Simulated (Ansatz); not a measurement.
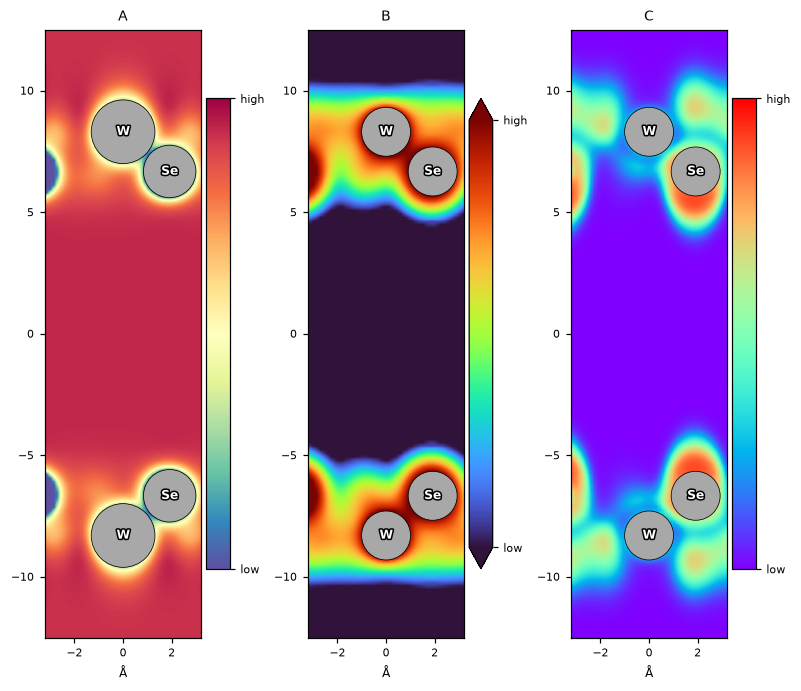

WSe (slab): 3 fields on the (110) plane of the calculation cell, a cut from vacuum to vacuum, with unlabelled colour scales. Grey discs cover the atomic cores.

Theory: Ansatz, DFT PBE, scalar-relativistic, plane waves, PAW.

### Match the panels to the quantities (electron localisation function, electrostatic potential energy of an electron and valence pseudo-density).

Panel A: electrostatic potential energy of an electron (low next to the atoms, rising into the space between them). Panel B: valence pseudo-density. Panel C: electron localisation function. From the grid: W–Se (2.52 Å): ρ is about 0.57 e/Å³ halfway; the ELF is about 0.50 at the midpoint.
